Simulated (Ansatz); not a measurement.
## Geometry relaxation, with input and output: Ge (part 1 of 2)

Ge (I4₁/amd, 2 atoms in the cell), computed with DFT LDA, scalar-relativistic, plane waves, PAW, no spin polarisation (Ansatz 0.2.0).

The structure derives from a Materials Project entry. Figures and captions count atoms from 1; the log counts them from 0 in places.

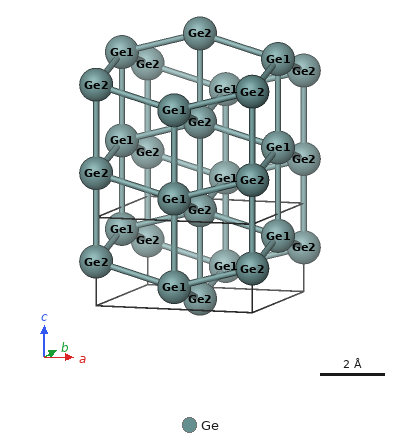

Fig. 1: The starting structure (ball-and-stick view of the cell 2 times as large as that of the calculation, set on its symmetry axes, repeated 1 × 1 × 3, seen slightly off an axis; atoms are numbered from 1 in the order of the input). An atom can appear more than once, as a periodic image. Near neighbours in the periodic cell (some may lie outside the picture): Ge has 6 Ge at 2.67 to 2.79 Å.

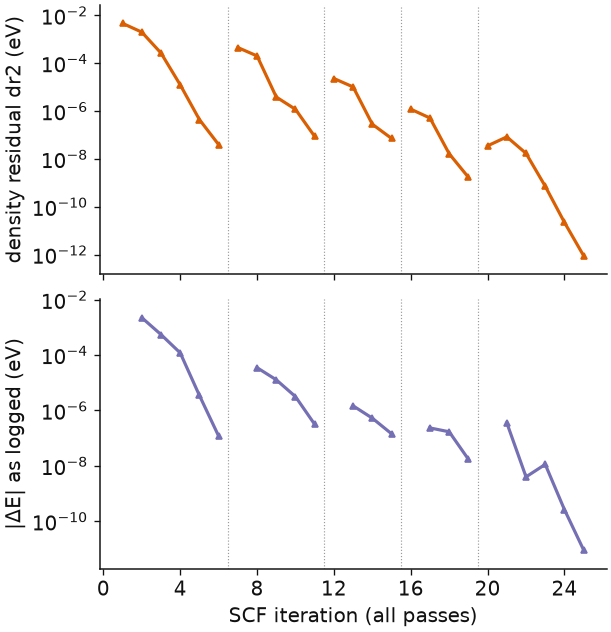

Fig. 2: Convergence of the self-consistent field: density residual dr2 and size of the energy change against the SCF iteration. The dotted lines part the SCF passes of the relaxation: geometry steps, rejected trials and re-solves on a re-selected basis. The 5 passes take 4 to 6 iterations each, 25 in all.

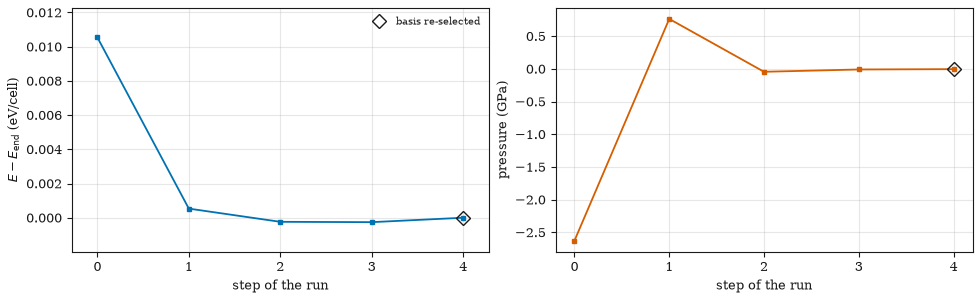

Fig. 3: Progress of the relaxation, step by step (the first geometry is step 0 here and step 1 in the log).

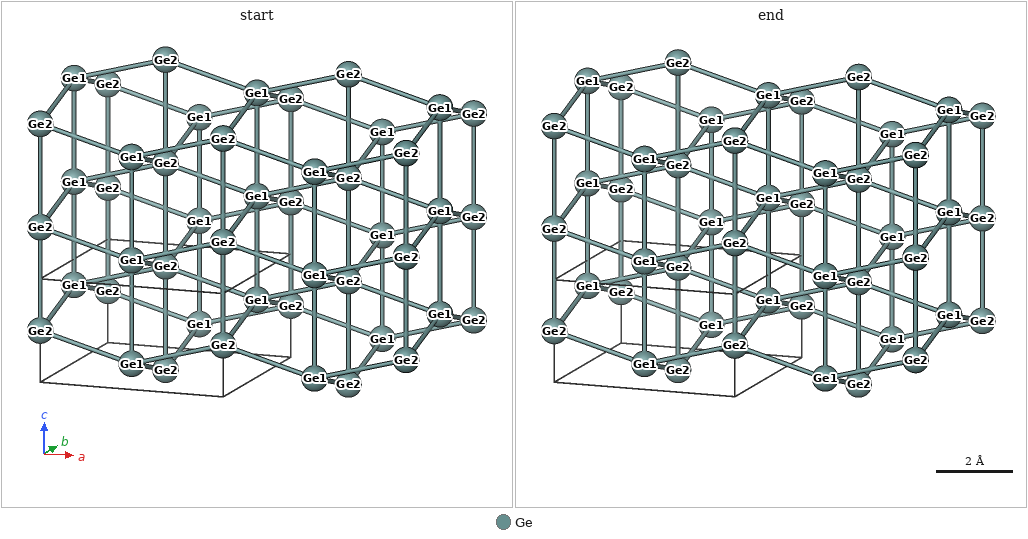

Fig. 4: Before (left) and after (right) the relaxation, at one scale (ball-and-stick view of the cell 2 times as large as that of the calculation, set on its symmetry axes, repeated 2 × 1 × 3, seen slightly off an axis). The atoms keep their places relative to the cell (all moves are under 0.005 Å). The volume changes by −3.3 %, with a = b 5.149 → 5.086 Å (−1.2 %), c 2.795 → 2.770 Å (−0.9 %). Among the contacts that change: Ge1–Ge2 2.668 → 2.636 Å, Ge1–Ge1 2.795 → 2.770 Å. The space group stays I4_1/amd (No. 141). Over 3 geometry steps the energy falls by 10.8 meV per cell of the calculation. All forces vanish by symmetry, so only the cell relaxes. The pressure goes from −2.63 to 0.00 GPa. A last SCF at the same geometry on a re-selected plane-wave basis shifts the energy by +0.3 meV per cell of the calculation. (Atoms are counted from 1 in the order of the input.)

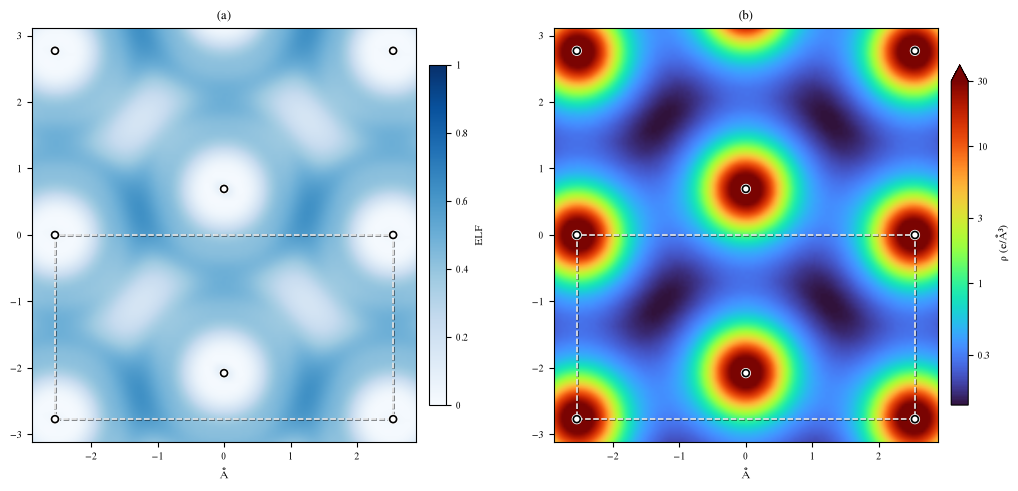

Fig. 5: (a) electron localisation function; (b) valence pseudo-density on the (010) plane of the conventional cell. Circles mark the nuclei in the plane (Ge). The section cuts through Ge sites. Ge–Ge (2.64 Å): the density is about 0.35 e/Å³ at the midpoint; the ELF peaks at about 0.65 between the atoms. Ge–Ge (2.77 Å): the density is about 0.27 e/Å³ at the midpoint; the ELF is about 0.50 at the midpoint (metallic bonding. Away from the nuclei the density in this plane falls to 0.13 e/Å³ at its lowest. In a PAW calculation such maps are meaningful between the atoms, not at the nuclei.

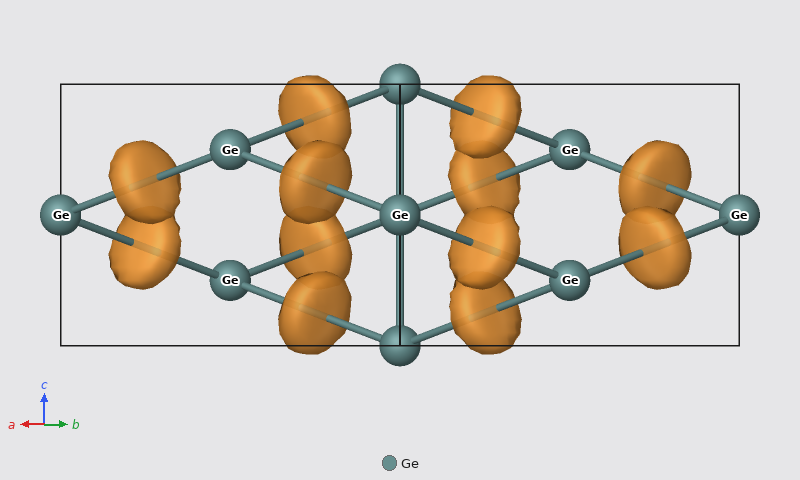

Fig. 6: Isosurface of the ELF at 0.55 (orange), seen along [110]. Only the valence region is drawn (cores and ρ < 0.01 e/Å³ removed). Sticks mark near contacts. The outline is the cell set on symmetry axes. The ELF exceeds this value in eight regions between bonded Ge–Ge atoms (shared pairs), counted in one cell of 4 atoms.  Values along the shortest contacts: Ge–Ge (2.64 Å): the ELF peaks at about 0.65 between the atoms. Ge–Ge (2.77 Å): the ELF is about 0.50 at the midpoint, which marks metallic bonding.

The input that produced these results follows, with the program's output.

The input:
```yaml
crystal:
  lattice:
    - [-2.574489719, 2.574489719, 1.3974126432]
    - [2.574489719, -2.574489719, 1.3974126432]
    - [2.574489719, 2.574489719, -1.3974126432]
  atoms:
    - { symbol: Ge, position: [0.25, 0.75, 0.5] }
    - { symbol: Ge, position: [0.5, 0.5, 0.0] }
basis:
  ecutwfc: 420
kpoints:
  mp_grid: { grid: [16, 16, 16] }
hamiltonian:
  xc: lda
scf:
  occupations: { method: gaussian, width: 0.1 }
output:
  forces: true
  stress: true
  eigenvalues: true
  write_density: true
  write_potential: true
  elf: true
  volumetric_format: npy
relax:
  adjacent_minimum: "off"
  f_tol: 0.005
  max_steps: 80
  cell: { stress_tol: 0.05 }
```

Command:
```bash
ansatz run input.yaml --threads 2 --pin off --max-ram 5120MiB --backend cpu --events-out ev --progress --plain --runs-dir out
```

Log:
```
Engine: ansatz 0.2.0, aarch64-unknown-linux-gnu
Pseudopotentials: kind: paw
Pseudopotential: Ge, paw, valence charge 14, recommended cutoff 420 eV (normal), Ge.paw.azcp
Functional definition: SPW92
  exchange = slater_x
  correlation = pw_c
Crystal: 2 atoms, lattice volume = 37.048 Å³
Basis set: ecut = 420 eV, 733 PW (Γ)
Bands: 18, of which v1, the nominal top of the filled ones, is band 14 counted from 1 (13 counted from 0)
Symmetry: 16 space group operations
Space group: I41/amd (ITA 141), of the structure as read, at distance tolerance 3.3e-5 Å
k-points: 349 of 4096
Non-local potential: Ge, projectors of the file, l = 0: 2, l = 1: 2, l = 2: 3, l = 3: 1
PAW form: soft (Blöchl's): semilocal exchange-correlation on the pseudo side does not see the compensation charge
PAW frozen core: Ge, regenerated for the run's functional, and the local potential with it (the file was generated under x = pbe(κ = 0.804, μ = 0.2195149727645171), c = pbe(β = 0.06672455060314922))
PAW one-centre angular grid: Ge, 590 points (default); XC on 64 Gauss nodes
Initial density: superposition of atomic densities (neutral atoms: chi_scale 0, normalization atom), corrected by the library's trained network
Initial wavefunctions: pseudopotential atomic-orbital guess
Functional: x = slater, c = lda
SCF iter   1: F=—  HF=-8431.074374 eV  |F-HF|=—  |Δ(HF+E_count)|=         —  Δρ=5.37e-3  dr2=4.65e-3  ethr=1.77e-3  ⟨swp⟩=5.2  Hψ=25824  notcnv=0
preconditioner: auto → Kerker (q_TF=auto, 2.604 Å⁻¹)  [metal: Δε(μ)=0.027 eV  Ē_g=23.547 eV  σ=0.100 eV  W_gap=0.15  n_scr=16 (ndim 8)  ℏωp=32.3 eV  f_vac=0.000  D(μ)=0.70/eV (n_scr^D=4)]
SCF iter   2: F=—  HF=-8431.072129 eV  |F-HF|=—  |Δ(HF+E_count)|=   2.25e-3  Δρ=2.94e-3  dr2=2.00e-3  ethr=1.66e-5  ⟨swp⟩=2.9  Hψ=13871  notcnv=0
SCF iter   3: F=—  HF=-8431.071577 eV  |F-HF|=—  |Δ(HF+E_count)|=   5.52e-4  Δρ=9.80e-4  dr2=2.67e-4  ethr=7.14e-6  ⟨swp⟩=1.0  Hψ=6233  notcnv=0
SCF iter   4: F=—  HF=-8431.071456 eV  |F-HF|=—  |Δ(HF+E_count)|=   1.20e-4  Δρ=2.32e-4  dr2=1.25e-5  ethr=9.52e-7  ⟨swp⟩=2.9  Hψ=11343  notcnv=0
SCF iter   5: F=—  HF=-8431.071453 eV  |F-HF|=—  |Δ(HF+E_count)|=   3.48e-6  Δρ=4.89e-5  dr2=4.39e-7  ethr=4.47e-8  ⟨swp⟩=2.0  Hψ=11119  notcnv=0
SCF iter   6: F=-8431.071453 eV  HF=-8431.071453 eV  |F-HF|=6.03e-8  |Δ(HF+E_count)|=   1.19e-7  Δρ=1.27e-5  dr2=3.95e-8  ethr=3.57e-10  ⟨swp⟩=8.2  Hψ=41450  notcnv=0
SCF 1 converged in 6 iterations: F = -8431.071453 eV  dr2 = 3.95e-8
  greatest PAW one-centre occupation: 0.998 electrons in one spin orbital (limit 2), on the Ge atom at site 1 (counted from 0), in its partial waves of l = 2
relax step   1: F+E_penalty+E_count = -8431.07145269 eV  Δ(F+E_penalty+E_count) = +0.000e0 eV  max|allowed force component| = 1.388e-17 eV/Å  Δτ_max = 0.0000 Å  P = -2.626 GPa  Ω = 37.048 Å³  (6 SCF iters, dr2 threshold 1.00e-7 eV, accepted)
Crystal: 2 atoms, lattice volume = 35.501 Å³
Basis set: ecut = 420 eV, 713 PW (Γ)
Initial density: handed on by an earlier stage of this run
Initial wavefunctions: those handed on with the density
iter 1 solved again at ethr=1.60e-6 eV; its pass at ethr=3.10e-3 eV (dr2=4.49e-4 eV) is discarded
SCF iter   1: F=—  HF=-8431.081418 eV  |F-HF|=—  |Δ(HF+E_count)|=         —  Δρ=1.44e-3  dr2=4.53e-4  ethr=1.60e-6  ⟨swp⟩=1.0  Hψ=33836  notcnv=0
preconditioner: auto → Kerker (q_TF=auto, 2.622 Å⁻¹)  [metal: Δε(μ)=0.015 eV  Ē_g=23.754 eV  σ=0.100 eV  W_gap=0.08  n_scr=16 (ndim 8)  ℏωp=33.0 eV  f_vac=0.000  D(μ)=0.63/eV (n_scr^D=4)]
SCF iter   2: F=—  HF=-8431.081453 eV  |F-HF|=—  |Δ(HF+E_count)|=   3.51e-5  Δρ=9.44e-4  dr2=2.02e-4  ethr=1.60e-6  ⟨swp⟩=1.0  Hψ=6282  notcnv=0
SCF iter   3: F=—  HF=-8431.081466 eV  |F-HF|=—  |Δ(HF+E_count)|=   1.28e-5  Δρ=1.09e-4  dr2=3.86e-6  ethr=7.21e-7  ⟨swp⟩=1.0  Hψ=6282  notcnv=0
SCF iter   4: F=—  HF=-8431.081463 eV  |F-HF|=—  |Δ(HF+E_count)|=   3.16e-6  Δρ=5.18e-5  dr2=1.18e-6  ethr=1.38e-8  ⟨swp⟩=2.0  Hψ=9772  notcnv=0
SCF iter   5: F=-8431.081463 eV  HF=-8431.081463 eV  |F-HF|=3.46e-8  |Δ(HF+E_count)|=   3.15e-7  Δρ=1.38e-5  dr2=8.64e-8  ethr=7.14e-10  ⟨swp⟩=5.1  Hψ=35050  notcnv=0
SCF 2 converged in 5 iterations: F = -8431.081463 eV  dr2 = 8.64e-8
relax step   2: F+E_penalty+E_count = -8431.08146259 eV  Δ(F+E_penalty+E_count) = -1.001e-2 eV  max|allowed force component| = 6.939e-18 eV/Å  Δτ_max = 0.0000 Å  P = +0.764 GPa  Ω = 35.501 Å³  energy of the carried Pulay correction = +3.091e-4 eV  (5 SCF iters, dr2 threshold 2.00e-7 eV, accepted)
Crystal: 2 atoms, lattice volume = 35.841 Å³
Basis set: ecut = 420 eV, 725 PW (Γ)
iter 1 solved again at ethr=7.38e-8 eV; its pass at ethr=3.10e-3 eV (dr2=2.07e-5 eV) is discarded
```
